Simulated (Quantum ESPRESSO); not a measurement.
# Band-structure run, with input and output: PtS$_{2}$ (part 2 of 2)

PtS$_{2}$ (P-1, 3 atoms in the cell); Kohn-Sham DFT of a periodic cell, vdW-DF3-opt2, DFT+U, GBRV 1.5 PBE, no spin polarisation (Quantum ESPRESSO 7.5); cutoff 612.26 eV, 8×8×4 k-mesh, fixed occupations. The structure derives from an entry of the Crystallography Open Database.

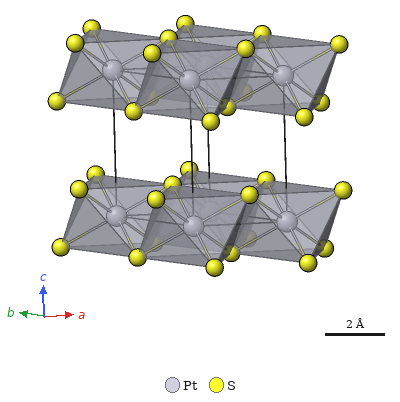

The structure (polyhedral view of the cell of the calculation, seen at an oblique angle; polyhedra are completed across the faces of the cell).

**Log, continued**
```
     =================== HUBBARD OCCUPATIONS ===================
     ------------------------ ATOM    1 ------------------------
     Tr[ns(  1)] =   9.31267
     eigenvalues:
       0.847  0.852  0.985  0.986  0.987
     eigenvectors (columns):
       0.020 -0.007  0.760 -0.247 -0.601
       0.729  0.212 -0.433 -0.191 -0.447
      -0.197  0.768  0.031 -0.555  0.252
      -0.175  0.584 -0.004  0.727 -0.315
       0.631  0.156  0.484  0.257  0.526
     occupation matrix ns (before diag.):
       0.986 -0.001  0.001  0.001 -0.002
      -0.001  0.906 -0.002  0.001 -0.068
       0.001 -0.002  0.902 -0.065  0.001
       0.001  0.001 -0.065  0.936  0.003
      -0.002 -0.068  0.001  0.003  0.927

     Number of occupied Hubbard levels =    9.3127

     Number of k-points >= 100: set verbosity='high' to print the bands.

     highest occupied, lowest unoccupied level (ev):    10.5072   11.0731

!    total energy              =    -258.77587304 Ry
     estimated scf accuracy    <          4.3E-10 Ry

     The total energy is the sum of the following terms:
     one-electron contribution =    -100.18036611 Ry
     hartree contribution      =      65.31340386 Ry
     xc contribution           =     -73.85761738 Ry
     ewald contribution        =    -150.14974754 Ry
     Hubbard energy            =       0.09845413 Ry

     convergence has been achieved in  12 iterations

     negative rho (up, down):  1.755E-01 0.000E+00

     Forces acting on atoms (cartesian axes, Ry/au):

     atom    1 type  1   force =     0.00000016    0.00000018    0.00000029
     atom    2 type  2   force =    -0.03025691    0.02578699   -0.05293352
     atom    3 type  2   force =     0.03025675   -0.02578717    0.05293323

     Total force =     0.093620     Total SCF correction =     0.000033

     Computing stress (Cartesian axis) and pressure

     negative rho (up, down):  1.755E-01 0.000E+00
          total   stress  (Ry/bohr**3)                   (kbar)     P=       96.47
   0.00110147  -0.00036471   0.00038281          162.03      -53.65       56.31
  -0.00036471   0.00033539  -0.00033715          -53.65       49.34      -49.60
   0.00038281  -0.00033715   0.00053054           56.31      -49.60       78.05

=------------------------------------------------------------------------------=
   JOB DONE.
=------------------------------------------------------------------------------=
```

**File pp_density.out**
```
This program is part of the open-source Quantum ESPRESSO suite
     for quantum simulation of materials; please cite
         "P. Giannozzi et al., J. Phys.:Condens. Matter 21 395502 (2009);
         "P. Giannozzi et al., J. Phys.:Condens. Matter 29 465901 (2017);
         "P. Giannozzi et al., J. Chem. Phys. 152 154105 (2020);
          URL
     in publications or presentations arising from this work. More details at

     ./tmp/pwscf.save/

     IMPORTANT: XC functional enforced from input :
     Exchange-correlation= VDW-DF3-OPT2
                           (   1   4  46   0   4   0   0)
     Any further DFT definition will be discarded
     Please, verify this is what you really want

     G-vector sticks info
     --------------------
     sticks:   dense  smooth     PW     G-vecs:    dense   smooth      PW
     Sum        1103     551    179                42651    15079    2821

     Using Slab Decomposition

     Check: negative core charge=   -0.000001

     negative rho (up, down):  1.755E-01 0.000E+00

     %%%%%%%%%%%%%%%%%%%%%%%%%%%%%%%%%%%%%%%%%%%%%%%%%%%%%%%%%%%%%%%%%%%%%%%%
     %                                                                      %
     % You are using vdW-DF, which was implemented by the Thonhauser group. %
     % Please cite the following two papers that made this development      %
     % possible and the two reviews that describe the various versions:     %
     %                                                                      %
     %   T. Thonhauser et al., PRL 115, 136402 (2015).                      %
     %   T. Thonhauser et al., PRB 76, 125112 (2007).                       %
     %   K. Berland et al., Rep. Prog. Phys. 78, 066501 (2015).             %
     %   D.C. Langreth et al., J. Phys.: Condens. Matter 21, 084203 (2009). %
     %                                                                      %
     % If you are calculating stress with vdW-DF, please also cite:         %
     %                                                                      %
     %   R. Sabatini et al., J. Phys.: Condens. Matter 24, 424209 (2012).   %
     %                                                                      %
     %%%%%%%%%%%%%%%%%%%%%%%%%%%%%%%%%%%%%%%%%%%%%%%%%%%%%%%%%%%%%%%%%%%%%%%%

     %%%%%%%%%%%%%%%%%%%%%%%%%%%%%%%%%%%%%%%%%%%%%%%%%%%%%%%%%%%%%%%%%%%%%%%%
     %                                                                      %
     %  vdW-DF NEWS:                                                        %
     %                                                                      %
     %  * vdW-DF3 is now available. DOI: 10.1021/acs.jctc.0c00471           %
     %    use with input_dft = 'vdW-DF3-opt1' or 'vdW-DF3-opt2'             %
     %                                                                      %
     %  * Unscreened and range-separated hybrid vdW-DF-cx functionals       %
     %    DOI: 10.1063/1.4986522 and 10.1088/1361-648X/ac2ad2               %
     %    use with input_dft = 'vdW-DF-cx0'    and 'vdW-DF-ahcx'            %
     %  * Unscreened and range-separated hybrid vdW-DF2-b86r functionals    %
     %    DOI: 10.1063/1.4986522 and DOI: 10.1103/PhysRevX.12.041003        %
     %    use with input_dft = 'vdW-DF2-br0' and 'vdW-DF2-ahbr'             %
     %                                                                      %
     %%%%%%%%%%%%%%%%%%%%%%%%%%%%%%%%%%%%%%%%%%%%%%%%%%%%%%%%%%%%%%%%%%%%%%%%

     Calling punch_plot, plot_num =   0
     Writing data to file  density.dat
     Reading data from file  density.dat

     Writing data to be plotted to file density.cube
     Plot Type: 3D                     Output format: Gaussian cube

=------------------------------------------------------------------------------=
   JOB DONE.
=------------------------------------------------------------------------------=
```

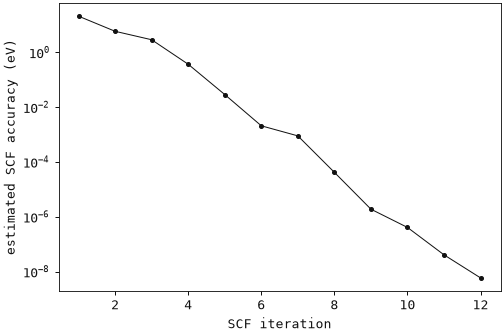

Convergence of the self-consistent field: estimated SCF accuracy against the iteration. The field takes 12 iterations in all.

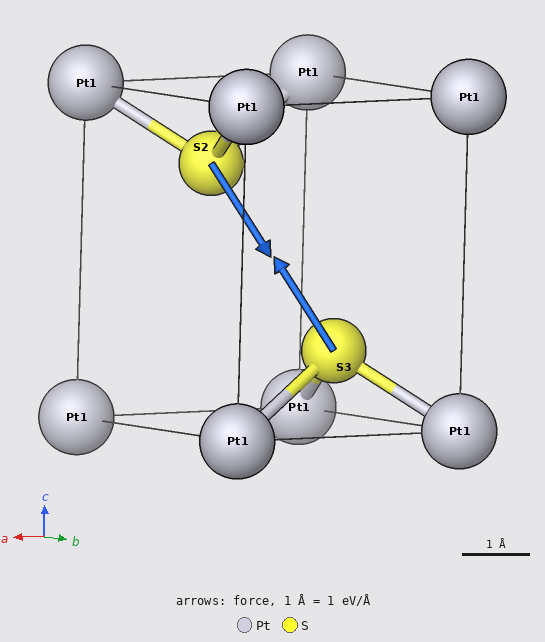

Forces on the atoms as blue arrows (ball-and-stick view of the cell of the calculation, seen at an oblique angle; atoms are numbered from 1 in the order of the input). The largest act on S2, S3 (1.70 eV/Å). The geometry is not a stationary point of this energy.

This output came from the following input.

**The input**
```
&CONTROL
  calculation = 'scf'
  prefix = 'pwscf'
  outdir = './tmp'
  pseudo_dir = './pseudo'
  tprnfor = .true.
  tstress = .true.
  disk_io = 'low'
/
&SYSTEM
  ibrav = 0
  nat = 3
  ntyp = 2
  ecutwfc = 45
  ecutrho = 360
  nbnd = 24
  input_dft = 'vdw-df3-opt2'
  occupations = 'fixed'
  starting_ns_eigenvalue(1,1,1) = 1
  starting_ns_eigenvalue(2,1,1) = 1
  starting_ns_eigenvalue(3,1,1) = 1
  starting_ns_eigenvalue(4,1,1) = 1
  starting_ns_eigenvalue(5,1,1) = 0
  nosym = .true.
/
&ELECTRONS
  conv_thr = 6d-10
  electron_maxstep = 120
  mixing_beta = 0.3
  startingwfc = 'random'
  mixing_ndim = 16
/
ATOMIC_SPECIES
Pt   195.0840 pt_pbe_v1.4.uspp.F.UPF
S     32.0600 s_pbe_v1.4.uspp.F.UPF
CELL_PARAMETERS angstrom
   3.4539260000    0.0500620000   -0.0502620000
  -1.6836080000    3.0986290000    0.0541100000
  -0.0714770000    0.0475870000    5.0802850000
ATOMIC_POSITIONS crystal
Pt     0.0000000000    0.0000000000    0.0000000000
S      0.6666666667    0.3333333333    0.7730000000
S      0.3333333333    0.6666666667    0.2270000000
K_POINTS automatic
8 8 4 0 0 0
HUBBARD {atomic}
U Pt-5d 4.5
```

**File pp_density.in**
```
&INPUTPP
  prefix = 'pwscf'
  outdir = './tmp'
  filplot = 'density.dat'
  plot_num = 0
/
&PLOT
  nfile = 1
  filepp(1) = 'density.dat'
  iflag = 3
  output_format = 6
  fileout = 'density.cube'
/
```

**File pp_potential.in**
```
&INPUTPP
  prefix = 'pwscf'
  outdir = './tmp'
  filplot = 'potential.dat'
  plot_num = 11
/
&PLOT
  nfile = 1
  filepp(1) = 'potential.dat'
  iflag = 3
  output_format = 6
  fileout = 'potential.cube'
/
```

**File bands.in**
```
&CONTROL
  calculation = 'bands'
  prefix = 'pwscf'
  outdir = './tmp'
  pseudo_dir = './pseudo'
  disk_io = 'low'
  verbosity = 'high'
/
&SYSTEM
  ibrav = 0
  nat = 3
  ntyp = 2
  ecutwfc = 45
  ecutrho = 360
  nbnd = 24
  input_dft = 'vdw-df3-opt2'
  occupations = 'fixed'
  starting_ns_eigenvalue(1,1,1) = 1
  starting_ns_eigenvalue(2,1,1) = 1
  starting_ns_eigenvalue(3,1,1) = 1
  starting_ns_eigenvalue(4,1,1) = 1
  starting_ns_eigenvalue(5,1,1) = 0
  nosym = .true.
/
&ELECTRONS
  conv_thr = 1d-08
  electron_maxstep = 120
  mixing_beta = 0.3
  startingwfc = 'random'
  mixing_ndim = 16
  diago_full_acc = .true.
/
ATOMIC_SPECIES
Pt   195.0840 pt_pbe_v1.4.uspp.F.UPF
S     32.0600 s_pbe_v1.4.uspp.F.UPF
CELL_PARAMETERS angstrom
   3.4539260000    0.0500620000   -0.0502620000
  -1.6836080000    3.0986290000    0.0541100000
  -0.0714770000    0.0475870000    5.0802850000
ATOMIC_POSITIONS crystal
Pt     0.0000000000    0.0000000000    0.0000000000
S      0.6666666667    0.3333333333    0.7730000000
S      0.3333333333    0.6666666667    0.2270000000
K_POINTS crystal
60
-0.5000000000  0.0000000000  0.0000000000 1
-0.4285714286  0.0000000000  0.0000000000 1
-0.3571428571  0.0000000000  0.0000000000 1
-0.2857142857  0.0000000000  0.0000000000 1
-0.2142857143  0.0000000000  0.0000000000 1
-0.1428571429  0.0000000000  0.0000000000 1
-0.0714285714  0.0000000000  0.0000000000 1
 0.0000000000  0.0000000000  0.0000000000 1
 0.0000000000  0.0000000000  0.1250000000 1
 0.0000000000  0.0000000000  0.2500000000 1
 0.0000000000  0.0000000000  0.3750000000 1
 0.0000000000  0.0000000000  0.5000000000 1
-0.5000000000  0.0000000000  0.5000000000 1
-0.4444444444  0.0000000000  0.4444444444 1
-0.3888888889  0.0000000000  0.3888888889 1
-0.3333333333  0.0000000000  0.3333333333 1
-0.2777777778  0.0000000000  0.2777777778 1
-0.2222222222  0.0000000000  0.2222222222 1
-0.1666666667  0.0000000000  0.1666666667 1
-0.1111111111  0.0000000000  0.1111111111 1
-0.0555555556  0.0000000000  0.0555555556 1
 0.0000000000  0.0000000000  0.0000000000 1
 0.0000000000  0.0625000000  0.0000000000 1
 0.0000000000  0.1250000000  0.0000000000 1
 0.0000000000  0.1875000000  0.0000000000 1
 0.0000000000  0.2500000000  0.0000000000 1
 0.0000000000  0.3125000000  0.0000000000 1
 0.0000000000  0.3750000000  0.0000000000 1
 0.0000000000  0.4375000000  0.0000000000 1
 0.0000000000  0.5000000000  0.0000000000 1
-0.5000000000  0.5000000000  0.0000000000 1
-0.4375000000  0.4375000000  0.0000000000 1
-0.3750000000  0.3750000000  0.0000000000 1
-0.3125000000  0.3125000000  0.0000000000 1
-0.2500000000  0.2500000000  0.0000000000 1
-0.1875000000  0.1875000000  0.0000000000 1
-0.1250000000  0.1250000000  0.0000000000 1
-0.0625000000  0.0625000000  0.0000000000 1
 0.0000000000  0.0000000000  0.0000000000 1
 0.0000000000  0.0500000000  0.0500000000 1
 0.0000000000  0.1000000000  0.1000000000 1
 0.0000000000  0.1500000000  0.1500000000 1
 0.0000000000  0.2000000000  0.2000000000 1
 0.0000000000  0.2500000000  0.2500000000 1
 0.0000000000  0.3000000000  0.3000000000 1
 0.0000000000  0.3500000000  0.3500000000 1
 0.0000000000  0.4000000000  0.4000000000 1
 0.0000000000  0.4500000000  0.4500000000 1
 0.0000000000  0.5000000000  0.5000000000 1
-0.5000000000  0.5000000000  0.5000000000 1
-0.4500000000  0.4500000000  0.4500000000 1
-0.4000000000  0.4000000000  0.4000000000 1
-0.3500000000  0.3500000000  0.3500000000 1
-0.3000000000  0.3000000000  0.3000000000 1
-0.2500000000  0.2500000000  0.2500000000 1
-0.2000000000  0.2000000000  0.2000000000 1
-0.1500000000  0.1500000000  0.1500000000 1
-0.1000000000  0.1000000000  0.1000000000 1
-0.0500000000  0.0500000000  0.0500000000 1
 0.0000000000  0.0000000000  0.0000000000 1
HUBBARD {atomic}
U Pt-5d 4.5
```

Command:
```bash
OMP_NUM_THREADS=1 pw.x -in pw.in > pw.out
OMP_NUM_THREADS=1 pp.x -in pp_density.in > pp_density.out
OMP_NUM_THREADS=1 pp.x -in pp_potential.in > pp_potential.out
OMP_NUM_THREADS=1 pw.x -in bands.in > bands.out
```

**Summary**

```csv
quantity,value
outcome,converged
space group (tolerance 0.01 Å),P-1 (2)
electrons treated,28
free energy,−3520.8251 eV
gap on the k-point mesh,0.57 eV
gap on the band path,0.45 eV
pressure,9.65 GPa
largest force (length of the vector),1.702 eV/Å
hardware,"1 thread of Intel Xeon (Granite Rapids), 64 GiB of memory available, shared host"
wall time,5.7 min
peak memory,0.3 GiB
```

**Notes**

Settings chosen away from the usual ones: startingwfc set to random; mixing_ndim set to 16. The record of the run, not the program, notes: potentials made for another functional; eigenvalues not converged. Notes on the run: negative rho. Points of doubt noted for this run: potentials made for another functional. Spin–orbit coupling is left out, which matters for Pt.
